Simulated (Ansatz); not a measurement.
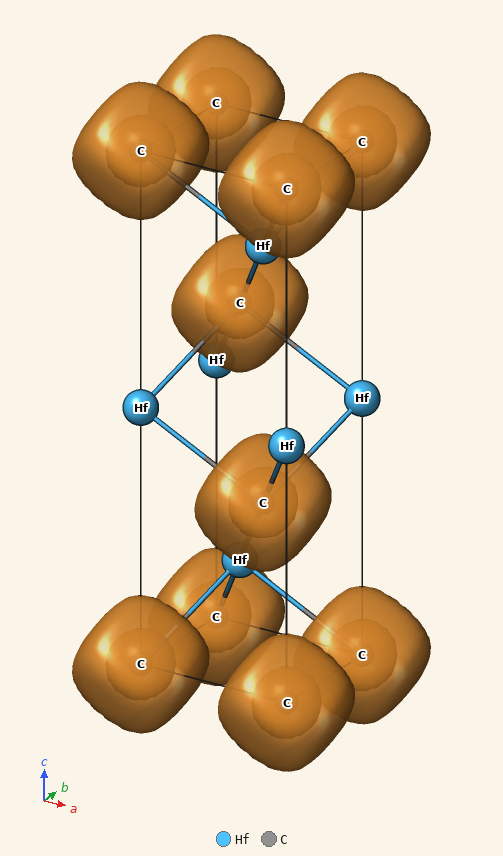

*HfC. Isosurface of the electron localisation function at 0.7 (orange), seen slightly off an axis. Only the valence region is drawn (cores and ρ < 0.01 e/Å³ removed). Sticks mark near contacts.*

Space group R-3m; changed on purpose from its base cell (equal xy, yz and zx shear strains of -3 %, PAW files).

Computed with Ansatz 0.2.0, DFT, PBE, PAW with Ansatz's default frozen-core files, scalar-relativistic.

Core electrons are frozen (PAW), and the valence fields are smoothed inside the atomic spheres.

```xyz
6
Lattice="2.3599 0.0000 -2.3599 -2.3599 2.3599 0.0000 4.5105 4.5105 4.5105" Properties=species:S:1:pos:R:3 pbc="T T T"
Hf   -0.0349    2.3250   -0.0349
Hf    2.2553    2.2553    2.2553
Hf    4.5454    4.5454    2.1855
C     0.0000    0.0000    0.0000
C     2.2901    2.2901   -0.0698
C     2.2204    4.5803    2.2204
```

Where are the electrons localised?

Answer. At this value the surface marks out three regions wrapped around C (the valence shell of each), counted in one cell of 6 atoms. Any copies at cell faces, edges or corners count once. Profiles from the grid: Hf–C (2.33 Å): the ELF peaks at about 0.80 in the valence shell of C, 0.7 Å from its nucleus, and is about 0.25 at the midpoint; no shared electron pair shows on this line.
